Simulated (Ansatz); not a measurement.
# Two runs on MoTe₂

System: MoTe₂ (6 atoms in the cell).
Method of run A: DFT, r2SCAN, plane waves, PAW, no spin polarisation (Ansatz 0.2.0).

The structure was built on a prototype by a generator. The geometry comes from this level: r2scan-rvv10. Text and figures count atoms from 1; the logs count them from 0 in places.

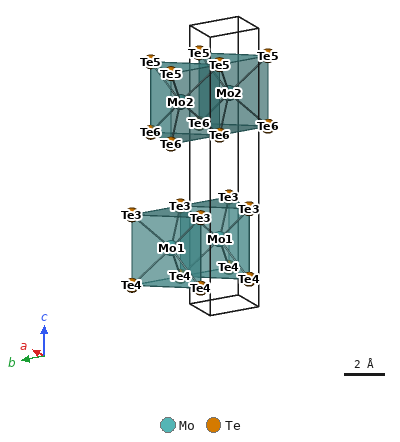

The input geometry (polyhedral view of the cell of the calculation, repeated 1 × 2 × 1, seen at an oblique angle; polyhedra are completed across the faces of the cell; atoms are numbered from 1 in the order of the input).

## Input, run A
```yaml
crystal:
  lattice:
    - [3.5421311163, 0.0, 0.0]
    - [-1.7710655581, 3.0675755302, 0.0]
    - [0.0, 0.0, 14.1766718346]
  atoms:
    - { symbol: Mo, position: [0.3333333333, 0.6666666667, 0.25] }
    - { symbol: Mo, position: [0.6666666667, 0.3333333333, 0.75] }
    - { symbol: Te, position: [0.6666666667, 0.3333333333, 0.3765845066] }
    - { symbol: Te, position: [0.6666666667, 0.3333333333, 0.1234154934] }
    - { symbol: Te, position: [0.3333333333, 0.6666666667, 0.8765845066] }
    - { symbol: Te, position: [0.3333333333, 0.6666666667, 0.6234154934] }
kpoints:
  mp_grid: { grid: [12, 12, 2] }
  band_path:
    path:
      - [0.0, 0.0, 0.0]
      - [0.5, 0.0, 0.0]
      - [0.3333333333, 0.3333333333, 0.0]
      - [0.0, 0.0, 0.5]
      - [0.5, 0.0, 0.5]
      - [0.3333333333, 0.3333333333, 0.5]
      - [0.195312, 0.197917, 0.0]
    npoints: 1
hamiltonian:
  xc: r2scan
scf:
  occupations: { method: fixed }
  n_extra_bands: 5
output:
  forces: true
  stress: true
  eigenvalues: true
```

Launched with:
```bash
ansatz run input.yaml --threads 2 --pin off --max-ram 3686MiB --backend cpu --events-out ev --progress --plain --runs-dir out
```

Hardware: 2 threads of Arm Neoverse V2, 24 GiB of memory available, shared host.

## Output, shortened to warnings, some set-up lines, iterations and results (run A)
```
Basis set: ecut = 500 eV, 3939 PW (Γ), exchange–correlation on 108×108×432 points (64 copies of the dense FFT grid, shifted against one another)
Symmetry: 24 space group operations
k-points: 38 of 288
Initial density: superposition of atomic densities (neutral atoms: chi_scale 0, normalization atom), corrected by the library's trained network
[...]
SCF iter   1: F=—  HF=-37916.211591 eV  |F-HF|=—  |Δ(HF+E_count)|=         —  Δρ=8.30e-3  dr2=1.97e-1  dr2_τ=3.91e-2  ethr=1.77e-3  ⟨swp⟩=5.1  Hψ=6306  notcnv=0  defer=74
SCF iter   2: F=—  HF=-37916.268052 eV  |F-HF|=—  |Δ(HF+E_count)|=   5.65e-2  Δρ=4.07e-3  dr2=2.27e-2  dr2_τ=9.32e-3  ethr=2.14e-4  ⟨swp⟩=2.8  Hψ=3096  notcnv=0  defer=111
SCF iter   3: F=—  HF=-37916.271414 eV  |F-HF|=—  |Δ(HF+E_count)|=   3.36e-3  Δρ=2.48e-3  dr2=4.04e-3  dr2_τ=2.48e-4  ethr=2.47e-5  ⟨swp⟩=2.1  Hψ=2420  notcnv=0  defer=113
SCF iter   4: F=—  HF=-37916.276102 eV  |F-HF|=—  |Δ(HF+E_count)|=   4.69e-3  Δρ=3.42e-4  dr2=1.34e-4  dr2_τ=7.44e-6  ethr=4.39e-6  ⟨swp⟩=2.3  Hψ=2909  notcnv=0  defer=112
SCF iter   5: F=—  HF=-37916.276187 eV  |F-HF|=—  |Δ(HF+E_count)|=   8.51e-5  Δρ=7.44e-5  dr2=1.06e-5  dr2_τ=2.28e-7  ethr=1.45e-7  ⟨swp⟩=3.0  Hψ=3842  notcnv=0  defer=112
SCF iter   6: F=—  HF=-37916.276293 eV  |F-HF|=—  |Δ(HF+E_count)|=   1.07e-4  Δρ=1.85e-5  dr2=7.90e-7  dr2_τ=1.79e-8  ethr=1.15e-8  ⟨swp⟩=2.0  Hψ=2589  notcnv=0  defer=85
SCF iter   7: F=-37916.276294 eV  HF=-37916.276294 eV  |F-HF|=2.09e-8  |Δ(HF+E_count)|=   7.45e-7  Δρ=4.54e-6  dr2=3.54e-8  dr2_τ=1.76e-9  ethr=1.09e-10  ⟨swp⟩=11.3  Hψ=9618  …
SCF 1 converged in 7 iterations: F = -37916.276294 eV  dr2 = 3.54e-8
NSCF: frozen V_eff on 7 k-points
SCF converged after 7 iterations
Free energy (F): -37916.276294 eV
Harris-Foulkes:  -37916.276294 eV  (|F-HF|=2.09e-8)
Internal energy: -37916.276294 eV  (E = F + TS)
E sigma→0 (E₀):  -37916.276294 eV
Fermi energy:    11.885834 eV
--- Per-component energies (eV) ---
  E_band       = -1262.296550
  E_kinetic    = 1605.501315
  E_local      = -7738.563012  (includes V_loc(G=0)·N_el)
  E_nonlocal   = -953.587707
  E_hartree    = 4290.594715
  E_xc         = -818.720518
  E_vxc        = -960.081510  (∫ρ·V_xc dr)
  E_paw        = -25182.348717  (= ΣΔE_a)
  E_vpaw       = -1857.749067  (= ΣTr[D̂ρ^β])
  E_aug_tail   = -0.000156  (compensation charges beyond the density's cutoff)
  E_vtau       = 60.986861  (kinetic-family band-sum trace: ∫τ·v_τ [+ j·A + Jᵃ·Aᵃ] dr)
  E_ewald      = -9119.849229
  E_core_change = 0.697015  (= ΣΔE_core)
  E_smearing   = -0.000000  (= −TS)
  E_closure    = 0.000000  (closes the sum)
  Σ components = -37916.276294   (vs F -37916.276294, Δ=0.00e0)
--- Forces (eV/Å), atoms counted from 1 ---
  atom   1  Mo     0.00000000    -0.00000000    -0.00000000
  atom   2  Mo    -0.00000000     0.00000000     0.00000000
  atom   3  Te    -0.00000000     0.00000000    -0.03360199
  atom   4  Te    -0.00000000     0.00000000     0.03360199
  atom   5  Te     0.00000000    -0.00000000    -0.03360199
  atom   6  Te     0.00000000    -0.00000000     0.03360199
  max |Σ_I F_I| component: 1.62e-17 eV/Å
--- Stress (GPa, compression-positive) ---
        1.201182      -0.000000       0.000000
       -0.000000       1.201182      -0.000000
        0.000000      -0.000000       1.093652
  P = ⅓ Tr σ = 1.1653 GPa (11.653 kbar)
```

For run B the input was changed thus:
```diff
-  xc: r2scan
+  xc: pbe
```

Predict how the results change.

The total energies belong to different methods, so their difference says nothing on which is more stable or more accurate. The gap on the mesh goes from 0.93 to 0.82 eV. The pressure goes from 1.17 to 1.91 GPa. The largest force goes from 0.034 to 0.199 eV/Å. The functional changes from r2SCAN to PBE. The number of SCF iterations is the same. The default cutoff goes from 500 to 420 eV with the change. The plane waves at Γ go from 3939 to 2981. On the same kind of shared host run B took about 0.49 times as long.

## Output, shortened to warnings, some set-up lines, iterations and results (run B)
```
Basis set: ecut = 420 eV, 2981 PW (Γ), exchange–correlation on 48×48×192 points (8 copies of the dense FFT grid, shifted against one another)
Symmetry: 24 space group operations
k-points: 38 of 288
Initial density: superposition of atomic densities (neutral atoms: chi_scale 0, normalization atom), corrected by the library's trained network
[...]
SCF iter   1: F=—  HF=-37833.424822 eV  |F-HF|=—  |Δ(HF+E_count)|=         —  Δρ=4.13e-3  dr2=7.67e-3  ethr=1.77e-3  ⟨swp⟩=5.1  Hψ=6257  notcnv=0  defer=78
SCF iter   2: F=—  HF=-37833.433163 eV  |F-HF|=—  |Δ(HF+E_count)|=   8.34e-3  Δρ=2.43e-3  dr2=2.80e-3  ethr=8.33e-6  ⟨swp⟩=2.4  Hψ=3158  notcnv=0  defer=114
SCF iter   3: F=—  HF=-37833.437491 eV  |F-HF|=—  |Δ(HF+E_count)|=   4.33e-3  Δρ=2.23e-4  dr2=1.58e-4  ethr=3.04e-6  ⟨swp⟩=2.0  Hψ=2663  notcnv=0  defer=112
SCF iter   4: F=—  HF=-37833.437522 eV  |F-HF|=—  |Δ(HF+E_count)|=   3.10e-5  Δρ=1.34e-4  dr2=4.20e-5  ethr=1.72e-7  ⟨swp⟩=2.0  Hψ=2426  notcnv=0  defer=100
SCF iter   5: F=—  HF=-37833.437546 eV  |F-HF|=—  |Δ(HF+E_count)|=   2.44e-5  Δρ=5.51e-5  dr2=5.86e-6  ethr=4.57e-8  ⟨swp⟩=2.0  Hψ=2419  notcnv=0  defer=62
SCF iter   6: F=—  HF=-37833.437557 eV  |F-HF|=—  |Δ(HF+E_count)|=   1.10e-5  Δρ=2.10e-5  dr2=9.09e-7  ethr=6.37e-9  ⟨swp⟩=2.0  Hψ=2555  notcnv=0  defer=66
SCF iter   7: F=-37833.437559 eV  HF=-37833.437559 eV  |F-HF|=5.78e-8  |Δ(HF+E_count)|=   1.72e-6  Δρ=6.40e-6  dr2=9.37e-8  ethr=1.09e-10  ⟨swp⟩=9.6  Hψ=9427  notcnv=0
SCF 1 converged in 7 iterations: F = -37833.437559 eV  dr2 = 9.37e-8
NSCF: frozen V_eff on 7 k-points
SCF converged after 7 iterations
Free energy (F): -37833.437559 eV
Harris-Foulkes:  -37833.437559 eV  (|F-HF|=5.78e-8)
Internal energy: -37833.437559 eV  (E = F + TS)
E sigma→0 (E₀):  -37833.437559 eV
Fermi energy:    11.982544 eV
--- Per-component energies (eV) ---
  E_band       = -1186.618134
  E_kinetic    = 1608.314482
  E_local      = -7744.386228  (includes V_loc(G=0)·N_el)
  E_nonlocal   = -952.651374
  E_hartree    = 4294.474733
  E_xc         = -865.411465
  E_vxc        = -876.443111  (∫ρ·V_xc dr)
  E_paw        = -25053.927899  (= ΣΔE_a)
  E_vpaw       = -1810.402647  (= ΣTr[D̂ρ^β])
  E_aug_tail   = -0.000580  (compensation charges beyond the density's cutoff)
  E_ewald      = -9119.849229
  E_smearing   = -0.000000  (= −TS)
  E_closure    = 0.000000  (closes the sum)
  Σ components = -37833.437559   (vs F -37833.437559, Δ=0.00e0)
--- Forces (eV/Å), atoms counted from 1 ---
  atom   1  Mo     0.00000000    -0.00000000     0.00000000
  atom   2  Mo    -0.00000000     0.00000000    -0.00000000
  atom   3  Te    -0.00000000     0.00000000     0.19851384
  atom   4  Te    -0.00000000     0.00000000    -0.19851384
  atom   5  Te     0.00000000    -0.00000000     0.19851384
  atom   6  Te     0.00000000    -0.00000000    -0.19851384
  max |Σ_I F_I| component: 2.78e-17 eV/Å
--- Stress (GPa, compression-positive) ---
        1.499928      -0.000000       0.000000
       -0.000000       1.499928       0.000000
        0.000000       0.000000       2.738995
  P = ⅓ Tr σ = 1.9130 GPa (19.130 kbar)
```

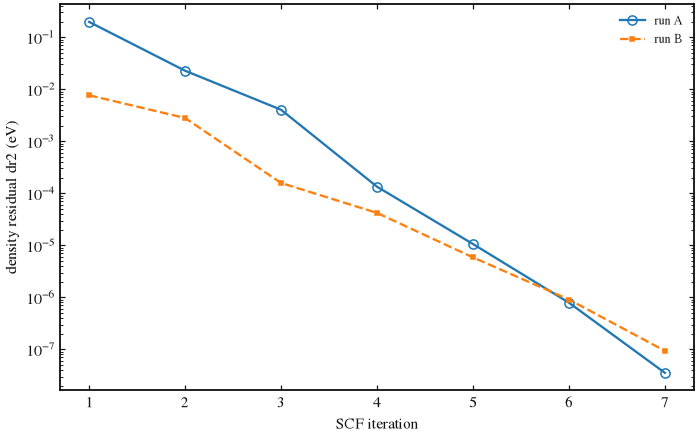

Convergence of the two runs: density residual dr2 against the SCF iteration. Run A takes 7 iterations in all, and run B takes 7.

## The two runs side by side

| quantity | run A | run B |
| --- | --- | --- |
| outcome | converged | converged |
| free energy per atom (eV) | −6319.3794 | −6305.5729 |
| gap on the mesh (eV) | 0.93 | 0.82 |
| pressure (GPa) | 1.17 | 1.91 |
| largest force (eV/Å) | 0.034 | 0.199 |
| SCF iterations | 7 | 7 |
| irreducible k-points | 38 | 38 |
| plane waves at Γ | 3939 | 2981 |
| wall time (shared host) | 15 s | 7.5 s |
